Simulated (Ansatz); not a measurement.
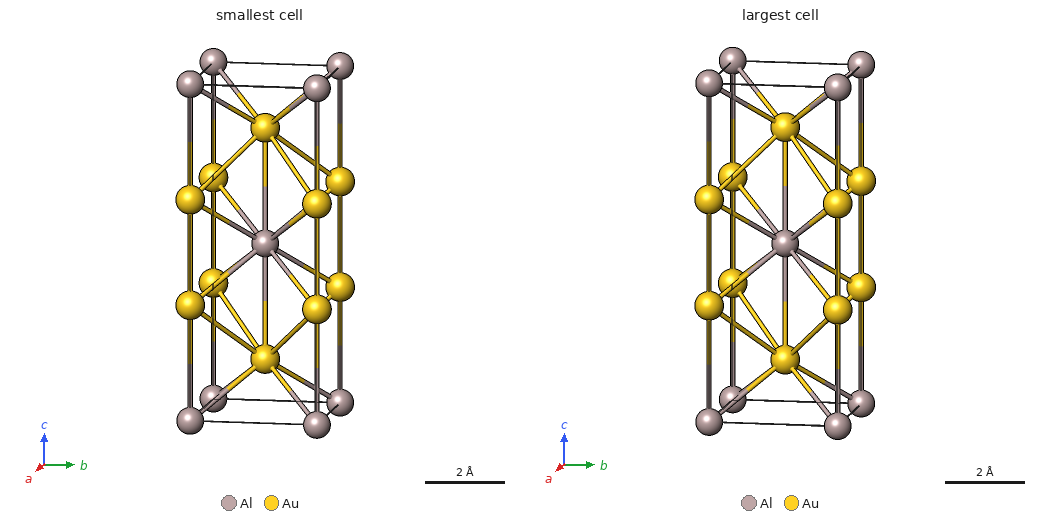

AlAu2, space group I4/mmm (No. 139), relaxed (cell and atoms, zero pressure) with four choices of dispersion term on top of PBEsol; the smallest and the largest of the relaxed conventional cells are drawn to one scale (sticks follow a distance rule). The start was a structure listed in the Materials Project. It needn't be the stable form of this composition.

Alike in all runs: Ansatz 0.2.0; functional PBEsol; potentials Ansatz PAW; cutoff 420 eV; k mesh 11 × 11 × 11 on the run's cell of 3 atoms; occupations fermi-dirac, width 0.05 eV; no spin polarisation; no spin-orbit coupling. All runs are metallic.

```tsv
level	volume (Å³/atom)	a (Å)	c (Å)
D4	?	?	?
none	16.14	3.325	8.755
D3(BJ)	15.59	3.279	8.701
D3(BJ)-ATM	15.72	3.290	8.716
```

Question: Fill in the row of D4.

Answer: Volume 15.82 Å³/atom; a 3.298 Å; c 8.730 Å. That is between D3(BJ)-ATM and none in volume.

Question: Order the levels by the relaxed volume, smallest first.

Answer: D3(BJ) (15.59 Å³/atom), D3(BJ)-ATM (15.72 Å³/atom), D4 (15.82 Å³/atom), none (16.14 Å³/atom). Rows within a few tenths of a per cent can't be told apart.

Caveat: the plane-wave basis is chosen anew once the cell has moved, so the energies of steps on either side of that aren't comparable; pairwise dispersion terms can overbind metals strongly; spin-orbit coupling is left out, which matters for Au, if less for volumes and forces than for levels.
